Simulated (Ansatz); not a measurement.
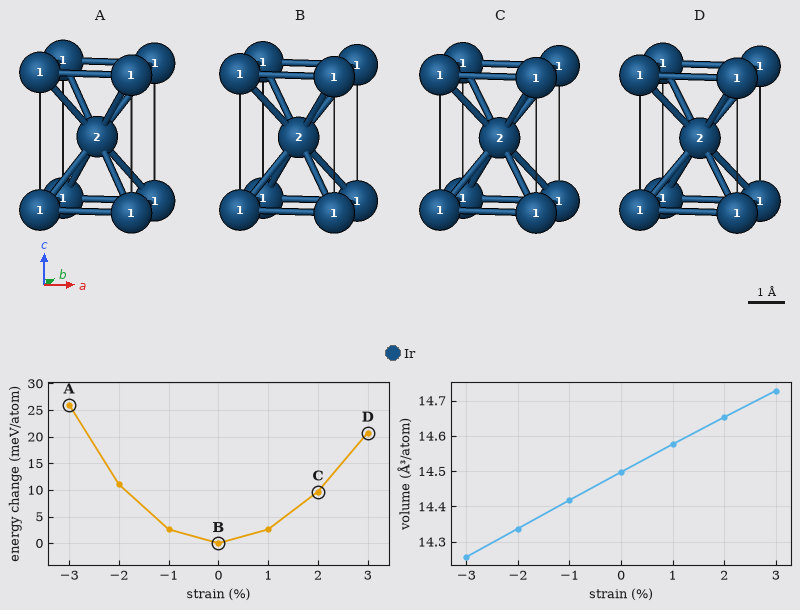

Members of a series of calculations on solid Ir (set up in Fm-3m), marked on the first curve. A ball-and-stick model of the cell of the calculation, seen slightly off an axis.

Level of theory: Ansatz, DFT PBE, scalar-relativistic, plane waves, PAW. Settings: plane-wave cutoff 420 eV; k-point mesh 18 × 18 × 14; occupations gaussian; smearing width 0.1 eV; no spin polarisation.

> Which kind of strain is it, and how does the structure respond?

Uniaxial strain along a; b, c and atoms relaxed. A (strain −3.0 %): energy change 26.0 meV/atom, volume 14.26 Å³ per atom. B (strain 0.0 %): energy change 0.0 meV/atom, volume 14.50 Å³ per atom. C (strain 2.0 %): energy change 9.7 meV/atom, volume 14.65 Å³ per atom. D (strain 3.0 %): energy change 20.8 meV/atom, volume 14.73 Å³ per atom. The rest compares A with D. The drawn cell changes as follows: a 2.655 → 2.819 Å (+6.2 %), b 2.746 → 2.728 Å (−0.7 %), c 3.912 → 3.831 Å (−2.1 %); the volume changes by +3.3 %. Some distances before and after: Ir–Ir 2.655 → 2.819 Å, Ir–Ir 2.746 → 2.728 Å, Ir–Ir 2.734 → 2.741 Å.
